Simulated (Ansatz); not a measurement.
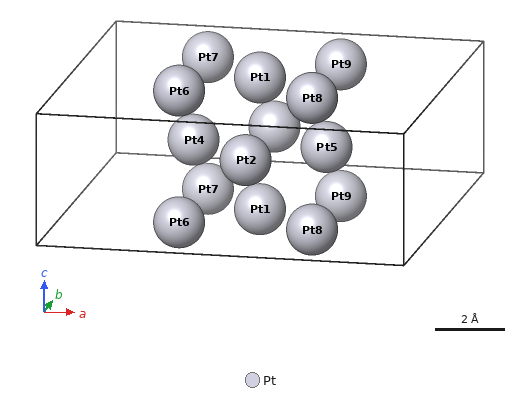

**Figure 1.** The structure as given in the input (spheres-only view of the cell of the calculation, with the vacuum cut short, seen slightly off an axis; atoms are numbered from 1 in the order of the input). An atom can appear more than once, as a periodic image.

# Geometry relaxation, with input and output: Pt (part 1 of 3)

- system: Pt (9 atoms in the cell)
- method: DFT PBE, scalar-relativistic, plane waves, PAW, no spin polarisation (Ansatz 0.2.0)

The structure derives from an entry of the Crystallography Open Database. It belongs to a series of runs on one base structure; here: wire along [0 0 1], 9 atoms a period. Figures and captions count atoms from 1; the log counts them from 0 in places.

### Input file
```yaml
crystal:
  lattice:
    - [13.0, 0.0, 0.0]
    - [0.0, 13.3, 0.0]
    - [0.0, 0.0, 3.9701139589]
  atoms:
    - { symbol: Pt, position: [0.5, 0.5, 0.0] }
    - { symbol: Pt, position: [0.5, 0.3507475955, 0.5] }
    - { symbol: Pt, position: [0.5, 0.6492524045, 0.5] }
    - { symbol: Pt, position: [0.3473033093, 0.5, 0.5] }
    - { symbol: Pt, position: [0.6526966907, 0.5, 0.5] }
    - { symbol: Pt, position: [0.3473033093, 0.3507475955, 0.0] }
    - { symbol: Pt, position: [0.3473033093, 0.6492524045, 0.0] }
    - { symbol: Pt, position: [0.6526966907, 0.3507475955, 0.0] }
    - { symbol: Pt, position: [0.6526966907, 0.6492524045, 0.0] }
basis:
  ecutwfc: 420
kpoints:
  mp_grid: { grid: [1, 1, 14] }
hamiltonian:
  xc: pbe
scf:
  occupations: { method: gaussian, width: 0.05 }
output:
  forces: true
  stress: true
  eigenvalues: true
  populations: true
  write_density: true
  write_potential: true
  elf: true
  volumetric_format: npy
relax:
  adjacent_minimum: "off"
  f_tol: 0.02
  max_steps: 45
  cell: { fix: [a, b, alpha, beta, gamma], stress_tol: 0.03 }
```

Launched with:
```bash
ansatz run input.yaml --threads 4 --pin off --max-ram 11264MiB --backend cpu --events-out ev --progress --plain --runs-dir out
```

### Output
```
Engine: ansatz 0.2.0, x86_64-unknown-linux-gnu
Pseudopotentials: kind: paw
Pseudopotential: Pt, paw, valence charge 18, recommended cutoff 420 eV (normal), Pt.paw.azcp
Functional definition: PBE
  parameter kappa = 0.804
  parameter beta = 0.06672455060314922
  exchange = pbe_x(kappa = kappa, mu = beta*pi^2/3)
  correlation = pbe_c(beta = beta)
Crystal: 9 atoms, lattice volume = 686.433 Å³
Basis set: ecut = 420 eV, 13439 PW (Γ), exchange–correlation on 180×180×54 points (8 copies of the dense FFT grid, shifted against one another)
Bands: 98, of which v1, the nominal top of the filled ones, is band 81 counted from 1 (80 counted from 0)
Symmetry: 8 space group operations
Space group: Pmmm (ITA 47), of the structure as read, at distance tolerance 8.8e-5 Å
k-points: 8 of 14
Non-local potential: Pt, projectors of the file, l = 0: 3, l = 1: 2, l = 2: 2, l = 3: 1
PAW form: soft (Blöchl's): semilocal exchange-correlation on the pseudo side does not see the compensation charge
PAW one-centre angular grid: Pt, 590 points (default); XC on 64 Gauss nodes
Initial density: superposition of atomic densities (neutral atoms: chi_scale 0, normalization atom), corrected by the library's trained network
Initial wavefunctions: pseudopotential atomic-orbital guess
Functional: x = pbe(κ = 0.804, μ = 0.2195149727645171), c = pbe(β = 0.06672455060314922)
SCF iter   1: F=—  HF=-112695.410822 eV  |F-HF|=—  |Δ(HF+E_count)|=         —  Δρ=8.30e-3  dr2=1.84e-1  ethr=1.77e-3  ⟨swp⟩=6.8  Hψ=2943  notcnv=0  defer=29
preconditioner: auto → LDOS  [metal: Δε(μ)=0.028 eV  Ē_g=5.401 eV  σ=0.050 eV  W_gap=0.31  n_scr=118 (ndim 8)  ℏωp=13.4 eV  f_vac=0.670  D(μ)=16.44/eV (n_scr^D=110)  β→1.0]
SCF iter   2: F=—  HF=-112695.418540 eV  |F-HF|=—  |Δ(HF+E_count)|=   7.72e-3  Δρ=4.57e-3  dr2=1.24e-1  ethr=1.13e-4  ⟨swp⟩=2.0  Hψ=1569  notcnv=0  defer=79
SCF iter   3: F=—  HF=-112695.400221 eV  |F-HF|=—  |Δ(HF+E_count)|=   1.83e-2  Δρ=1.55e-3  dr2=2.30e-2  ethr=7.63e-5  ⟨swp⟩=2.0  Hψ=1076  notcnv=0  defer=79
SCF iter   4: F=—  HF=-112695.399126 eV  |F-HF|=—  |Δ(HF+E_count)|=   1.09e-3  Δρ=1.09e-3  dr2=1.16e-2  ethr=1.42e-5  ⟨swp⟩=2.0  Hψ=1038  notcnv=0  defer=79
SCF iter   5: F=—  HF=-112695.399004 eV  |F-HF|=—  |Δ(HF+E_count)|=   1.22e-4  Δρ=5.78e-4  dr2=6.82e-3  ethr=7.14e-6  ⟨swp⟩=2.0  Hψ=908  notcnv=0  defer=79
SCF iter   6: F=—  HF=-112695.398721 eV  |F-HF|=—  |Δ(HF+E_count)|=   2.83e-4  Δρ=2.24e-4  dr2=8.16e-4  ethr=4.21e-6  ⟨swp⟩=1.0  Hψ=705  notcnv=0  defer=79
SCF iter   7: F=—  HF=-112695.398771 eV  |F-HF|=—  |Δ(HF+E_count)|=   5.04e-5  Δρ=8.02e-5  dr2=1.46e-4  ethr=5.04e-7  ⟨swp⟩=1.9  Hψ=814  notcnv=0  defer=79
SCF iter   8: F=—  HF=-112695.398768 eV  |F-HF|=—  |Δ(HF+E_count)|=   3.57e-6  Δρ=3.78e-5  dr2=2.39e-5  ethr=9.03e-8  ⟨swp⟩=1.9  Hψ=1014  notcnv=0  defer=79
SCF iter   9: F=—  HF=-112695.399053 eV  |F-HF|=—  |Δ(HF+E_count)|=   2.85e-4  Δρ=1.40e-5  dr2=3.16e-6  ethr=1.47e-8  ⟨swp⟩=1.8  Hψ=759  notcnv=0  defer=79
SCF iter  10: F=—  HF=-112695.399053 eV  |F-HF|=—  |Δ(HF+E_count)|=   7.05e-7  Δρ=6.74e-6  dr2=4.83e-7  ethr=1.95e-9  ⟨swp⟩=2.0  Hψ=979  notcnv=0  defer=79
SCF iter  11: F=-112695.399053 eV  HF=-112695.399053 eV  |F-HF|=8.89e-8  |Δ(HF+E_count)|=   2.41e-8  Δρ=2.82e-6  dr2=9.24e-8  ethr=6.17e-11  ⟨swp⟩=34.5  Hψ=6555  notcnv=0
the search or the solves at the SCF's close seem to have found levels that the self-consistency loop had missed (the run counts 1). By its estimate they hold under 1e-12 electrons; where the run keeps them, the occupations were computed again with them
SCF 1 converged in 11 iterations: F = -112695.399053 eV  dr2 = 9.24e-8
  greatest PAW one-centre occupation: 1.000 electrons in one spin orbital (limit 2), on the Pt atom at site 0 (counted from 0), in its partial waves of l = 0
relax step   1: F+E_penalty+E_count = -112695.39905331 eV  Δ(F+E_penalty+E_count) = +0.000e0 eV  max|allowed force component| = 1.249e0 eV/Å  Δτ_max = 0.0000 Å  P = -3.410 GPa  Ω = 686.433 Å³  fix = [a, b, alpha, beta, gamma]  reactions: a -2.716, b -2.716 GPa  (11 SCF iters, dr2 threshold 1.00e-7 eV, accepted)
Crystal: 9 atoms, lattice volume = 664.680 Å³
Basis set: ecut = 420 eV, 13011 PW (Γ), exchange–correlation on 180×180×54 points (8 copies of the dense FFT grid, shifted against one another)
Initial density: handed on by an earlier stage of this run
Initial wavefunctions: those handed on with the density
iter 1 solved again at ethr=5.89e-4 eV; its pass at ethr=3.10e-3 eV (dr2=9.54e-1 eV) is discarded
SCF iter   1: F=—  HF=-112696.501288 eV  |F-HF|=—  |Δ(HF+E_count)|=         —  Δρ=1.33e-2  dr2=9.55e-1  ethr=5.89e-4  ⟨swp⟩=2.9  Hψ=3873  notcnv=0
preconditioner: auto → LDOS  [metal: Δε(μ)=0.048 eV  Ē_g=5.950 eV  σ=0.050 eV  W_gap=0.50  n_scr=118 (ndim 8)  ℏωp=13.7 eV  f_vac=0.690  D(μ)=17.74/eV (n_scr^D=126)  β→1.0]
SCF iter   2: F=—  HF=-112696.392653 eV  |F-HF|=—  |Δ(HF+E_count)|=   1.09e-1  Δρ=5.08e-3  dr2=3.34e-1  ethr=5.89e-4  ⟨swp⟩=2.4  Hψ=1204  notcnv=0
SCF iter   3: F=—  HF=-112696.378252 eV  |F-HF|=—  |Δ(HF+E_count)|=   1.44e-2  Δρ=3.07e-3  dr2=1.14e-1  ethr=2.06e-4  ⟨swp⟩=2.0  Hψ=1254  notcnv=0
SCF iter   4: F=—  HF=-112696.366563 eV  |F-HF|=—  |Δ(HF+E_count)|=   1.17e-2  Δρ=1.61e-3  dr2=3.90e-2  ethr=7.07e-5  ⟨swp⟩=2.0  Hψ=1277  notcnv=0  defer=31
SCF iter   5: F=—  HF=-112696.362982 eV  |F-HF|=—  |Δ(HF+E_count)|=   3.58e-3  Δρ=6.19e-4  dr2=3.86e-3  ethr=2.41e-5  ⟨swp⟩=2.2  Hψ=1125  notcnv=0  defer=55
SCF iter   6: F=—  HF=-112696.363047 eV  |F-HF|=—  |Δ(HF+E_count)|=   6.57e-5  Δρ=2.03e-4  dr2=4.68e-4  ethr=2.39e-6  ⟨swp⟩=2.0  Hψ=1059  notcnv=0  defer=55
SCF iter   7: F=—  HF=-112696.363333 eV  |F-HF|=—  |Δ(HF+E_count)|=   2.86e-4  Δρ=1.28e-4  dr2=2.17e-4  ethr=2.89e-7  ⟨swp⟩=1.5  Hψ=712  notcnv=0  defer=55
SCF iter   8: F=—  HF=-112696.363320 eV  |F-HF|=—  |Δ(HF+E_count)|=   1.30e-5  Δρ=6.71e-5  dr2=7.44e-5  ethr=1.34e-7  ⟨swp⟩=1.8  Hψ=735  notcnv=0  defer=55
SCF iter   9: F=—  HF=-112696.363320 eV  |F-HF|=—  |Δ(HF+E_count)|=   1.94e-7  Δρ=1.63e-5  dr2=3.75e-6  ethr=4.59e-8  ⟨swp⟩=2.0  Hψ=1028  notcnv=0  defer=55
SCF iter  10: F=-112696.363321 eV  HF=-112696.363321 eV  |F-HF|=4.32e-7  |Δ(HF+E_count)|=   7.63e-7  Δρ=5.33e-6  dr2=5.63e-7  ethr=5.56e-10  ⟨swp⟩=19.4  Hψ=7017  notcnv=0
SCF 2 converged in 10 iterations: F = -112696.363321 eV  dr2 = 5.63e-7
relax step   2: F+E_penalty+E_count = -112696.36332063 eV  Δ(F+E_penalty+E_count) = -9.643e-1 eV  max|allowed force component| = 7.474e-1 eV/Å  Δτ_max = 0.1950 Å  P = +0.882 GPa  Ω = 664.680 Å³  energy of the carried Pulay correction = +1.854e-3 eV  fix = [a, b, alpha, beta, gamma]  reactions: a +1.190, b +1.191 GPa  (10 SCF iters, dr2 threshold 9.00e-7 eV, accepted)
[... from here on the SCF iterations and repeated set-up lines of each step are left out, up to the last step ...]
SCF 3 converged in 11 iterations: F = -112696.560379 eV  dr2 = 2.58e-7
relax step   3: F+E_penalty+E_count = -112696.56037900 eV  Δ(F+E_penalty+E_count) = -1.971e-1 eV  max|allowed force component| = 5.807e-2 eV/Å  Δτ_max = 0.0978 Å  P = -0.182 GPa  Ω = 649.157 Å³  energy of the carried Pulay correction = +3.214e-3 eV  fix = [a, b, alpha, beta, gamma]  reactions: a +0.001, b +0.001 GPa  (11 SCF iters, dr2 threshold 9.00e-7 eV, accepted)
SCF 4 converged in 12 iterations: F = -112696.598682 eV  dr2 = 1.21e-7
relax step   4: F+E_penalty+E_count = -112696.59868233 eV  Δ(F+E_penalty+E_count) = -3.830e-2 eV  max|allowed force component| = 2.154e-1 eV/Å  Δτ_max = 0.0606 Å  P = -0.191 GPa  Ω = 631.567 Å³  energy of the carried Pulay correction = +4.794e-3 eV  fix = [a, b, alpha, beta, gamma]  reactions: a -0.061, b -0.059 GPa  (12 SCF iters, dr2 threshold 7.53e-7 eV, accepted)
SCF 5 converged in 13 iterations: F = -112696.747636 eV  dr2 = 1.48e-8
relax step   5: F+E_penalty+E_count = -112696.74763618 eV  Δ(F+E_penalty+E_count) = -1.490e-1 eV  max|allowed force component| = 4.398e-1 eV/Å  Δτ_max = 0.0712 Å  P = -0.231 GPa  Ω = 607.596 Å³  energy of the carried Pulay correction = +7.017e-3 eV  fix = [a, b, alpha, beta, gamma]  reactions: a +0.187, b +0.187 GPa  (13 SCF iters, dr2 threshold 9.00e-7 eV, accepted)
SCF 6 converged in 10 iterations: F = -112697.231772 eV  dr2 = 9.80e-8
relax step   6: F+E_penalty+E_count = -112697.23177185 eV  Δ(F+E_penalty+E_count) = -4.841e-1 eV  max|allowed force component| = 2.869e-1 eV/Å  Δτ_max = 0.1317 Å  P = -0.504 GPa  Ω = 574.660 Å³  energy of the carried Pulay correction = +1.021e-2 eV  fix = [a, b, alpha, beta, gamma]  reactions: a +0.180, b +0.179 GPa  (10 SCF iters, dr2 threshold 9.00e-7 eV, accepted)
SCF 7 converged in 12 iterations: F = -112697.727827 eV  dr2 = 8.77e-7
relax step   7: F+E_penalty+E_count = -112697.72782741 eV  Δ(F+E_penalty+E_count) = -4.961e-1 eV  max|allowed force component| = 4.356e-1 eV/Å  Δτ_max = 0.1139 Å  P = -0.364 GPa  Ω = 541.141 Å³  energy of the carried Pulay correction = +1.363e-2 eV  fix = [a, b, alpha, beta, gamma]  reactions: a +0.530, b +0.534 GPa  (12 SCF iters, dr2 threshold 9.00e-7 eV, accepted)
SCF 8 converged in 15 iterations: F = -112698.440807 eV  dr2 = 3.30e-9
relax step   8: F+E_penalty+E_count = -112698.44080672 eV  Δ(F+E_penalty+E_count) = -7.130e-1 eV  max|allowed force component| = 6.668e-1 eV/Å  Δτ_max = 0.0839 Å  P = +0.270 GPa  Ω = 507.674 Å³  energy of the carried Pulay correction = +1.725e-2 eV  fix = [a, b, alpha, beta, gamma]  reactions: a +1.508, b +1.509 GPa  (15 SCF iters, dr2 threshold 9.00e-7 eV, accepted)
SCF 9 converged in 13 iterations: F = -112699.332549 eV  dr2 = 2.79e-8
relax step   9: F+E_penalty+E_count = -112699.33254879 eV  Δ(F+E_penalty+E_count) = -8.917e-1 eV  max|allowed force component| = 8.007e-1 eV/Å  Δτ_max = 0.0931 Å  P = +1.107 GPa  Ω = 473.846 Å³  energy of the carried Pulay correction = +2.111e-2 eV  fix = [a, b, alpha, beta, gamma]  reactions: a +2.232, b +2.231 GPa  (13 SCF iters, dr2 threshold 9.00e-7 eV, accepted)
SCF 10 converged in 10 iterations: F = -112699.345335 eV  dr2 = 1.77e-7
relax step  10: F+E_penalty+E_count = -112699.34533520 eV  Δ(F+E_penalty+E_count) = -1.279e-2 eV  max|allowed force component| = 1.870e-1 eV/Å  Δτ_max = 0.1425 Å  P = +2.717 GPa  Ω = 440.340 Å³  energy of the carried Pulay correction = +2.517e-2 eV  fix = [a, b, alpha, beta, gamma]  reactions: a +0.480, b +0.470 GPa  (10 SCF iters, dr2 threshold 9.00e-7 eV, accepted)
SCF 11 converged in 11 iterations: F = -112699.084112 eV  dr2 = 8.12e-8
relax step  11: F+E_penalty+E_count = -112699.08411165 eV  Δ(F+E_penalty+E_count) = +2.612e-1 eV  max|allowed force component| = 9.190e-1 eV/Å  Δτ_max = 0.1945 Å  P = -2.067 GPa  Ω = 470.242 Å³  energy of the carried Pulay correction = +2.154e-2 eV  fix = [a, b, alpha, beta, gamma]  (11 SCF iters, dr2 threshold 9.00e-7 eV, rejected (line search))
SCF 12 converged in 17 iterations: F = -112699.610048 eV  dr2 = 4.14e-12
relax step  12: F+E_penalty+E_count = -112699.61004809 eV  Δ(F+E_penalty+E_count) = -2.647e-1 eV  max|allowed force component| = 3.579e-1 eV/Å  Δτ_max = 0.0315 Å  P = -0.680 GPa  Ω = 453.330 Å³  energy of the carried Pulay correction = +2.357e-2 eV  fix = [a, b, alpha, beta, gamma]  reactions: a -1.258, b -1.266 GPa  (17 SCF iters, accepted)
SCF 13 converged in 9 iterations: F = -112699.700335 eV  dr2 = 7.38e-7
relax step  13: F+E_penalty+E_count = -112699.70033543 eV  Δ(F+E_penalty+E_count) = -9.029e-2 eV  max|allowed force component| = 2.309e-2 eV/Å  Δτ_max = 0.0800 Å  P = +0.029 GPa  Ω = 457.721 Å³  energy of the carried Pulay correction = +2.303e-2 eV  fix = [a, b, alpha, beta, gamma]  reactions: a +0.055, b +0.049 GPa  (9 SCF iters, dr2 threshold 9.00e-7 eV, accepted)
SCF 14 converged in 8 iterations: F = -112699.700512 eV  dr2 = 1.74e-8
relax step  14: F+E_penalty+E_count = -112699.70051209 eV  Δ(F+E_penalty+E_count) = -1.767e-4 eV  max|allowed force component| = 1.049e-2 eV/Å  Δτ_max = 0.0058 Å  P = -0.013 GPa  Ω = 457.542 Å³  energy of the carried Pulay correction = +2.306e-2 eV  fix = [a, b, alpha, beta, gamma]  reactions: a -0.014, b -0.017 GPa  (8 SCF iters, dr2 threshold 3.33e-8 eV, accepted)
Basis set: ecut = 420 eV, 9011 PW (Γ), exchange–correlation on 180×180×36 points (8 copies of the dense FFT grid, shifted against one another)
Initial wavefunctions: pseudopotential atomic-orbital guess (no wavefunctions were taken with the density)
iter 1 solved again at ethr=2.10e-6 eV; its pass at ethr=3.10e-3 eV (dr2=3.40e-3 eV) is discarded
SCF iter   1: F=—  HF=-112699.686429 eV  |F-HF|=—  |Δ(HF+E_count)|=         —  Δρ=3.68e-4  dr2=9.01e-5  ethr=2.10e-6  ⟨swp⟩=4.0  Hψ=5506  notcnv=0
preconditioner: auto → LDOS  [metal: Δε(μ)=0.038 eV  Ē_g=6.702 eV  σ=0.050 eV  W_gap=0.36  n_scr=68 (ndim 8)  ℏωp=16.5 eV  f_vac=0.598  D(μ)=20.01/eV (n_scr^D=174)  β→1.0]
SCF iter   2: F=—  HF=-112699.686363 eV  |F-HF|=—  |Δ(HF+E_count)|=   6.64e-5  Δρ=8.99e-5  dr2=1.59e-5  ethr=5.56e-8  ⟨swp⟩=2.0  Hψ=1431  notcnv=0
SCF iter   3: F=—  HF=-112699.686364 eV  |F-HF|=—  |Δ(HF+E_count)|=   9.75e-7  Δρ=3.02e-5  dr2=3.03e-6  ethr=9.81e-9  ⟨swp⟩=2.2  Hψ=1546  notcnv=0
SCF iter   4: F=—  HF=-112699.686556 eV  |F-HF|=—  |Δ(HF+E_count)|=   1.92e-4  Δρ=4.62e-6  dr2=2.33e-7  ethr=1.87e-9  ⟨swp⟩=3.4  Hψ=1695  notcnv=0
SCF iter   5: F=—  HF=-112699.686556 eV  |F-HF|=—  |Δ(HF+E_count)|=   1.81e-8  Δρ=2.10e-6  dr2=2.34e-8  ethr=1.44e-10  ⟨swp⟩=2.0  Hψ=1163  notcnv=0
SCF iter   6: F=—  HF=-112699.686556 eV  |F-HF|=—  |Δ(HF+E_count)|=  7.57e-10  Δρ=1.03e-6  dr2=1.36e-8  ethr=1.45e-11  ⟨swp⟩=2.0  Hψ=1132  notcnv=0
SCF iter   7: F=—  HF=-112699.686556 eV  |F-HF|=—  |Δ(HF+E_count)|=  1.16e-10  Δρ=4.96e-7  dr2=4.50e-9  ethr=8.41e-12  ⟨swp⟩=1.1  Hψ=785  notcnv=0
SCF iter   8: F=—  HF=-112699.686556 eV  |F-HF|=—  |Δ(HF+E_count)|=  3.78e-10  Δρ=1.76e-7  dr2=4.70e-10  ethr=2.78e-12  ⟨swp⟩=1.4  Hψ=799  notcnv=0
SCF iter   9: F=—  HF=-112699.686556 eV  |F-HF|=—  |Δ(HF+E_count)|=  7.28e-11  Δρ=6.92e-8  dr2=3.24e-11  ethr=1.00e-12  ⟨swp⟩=1.8  Hψ=931  notcnv=0
SCF iter  10: F=-112699.686556 eV  HF=-112699.686556 eV  |F-HF|=1.46e-11  |Δ(HF+E_count)|=  7.28e-11  Δρ=3.49e-8  dr2=9.01e-12  ethr=1.00e-12  ⟨swp⟩=8.8  Hψ=3844  notcnv=0
SCF 15 converged in 10 iterations: F = -112699.686556 eV  dr2 = 9.01e-12
relax step  15: F+E_penalty+E_count = -112699.68655578 eV  Δ(F+E_penalty+E_count) = +1.396e-2 eV  max|allowed force component| = 1.027e-2 eV/Å  Δτ_max = 0.0000 Å  P = -0.013 GPa  Ω = 457.542 Å³  fix = [a, b, alpha, beta, gamma]  reactions: a -0.012, b -0.016 GPa  stress off target by 9.88e-3 GPa on what of the cell is left free  SCF on the basis re-selected at this cell (its energy is not comparable with the rows above)  (10 SCF iters)
```

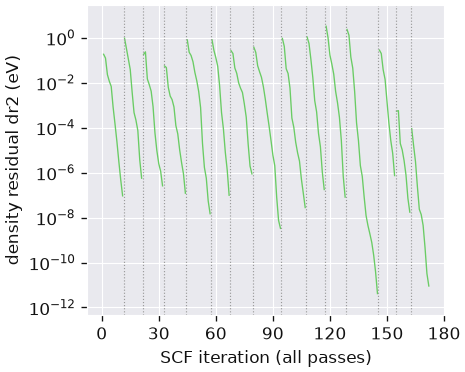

**Figure 2.** Convergence of the self-consistent field: density residual dr2 against the SCF iteration. The dotted lines part the SCF passes of the relaxation: geometry steps, rejected trials and re-solves on a re-selected basis. The 15 passes take 8 to 17 iterations each, 172 in all.
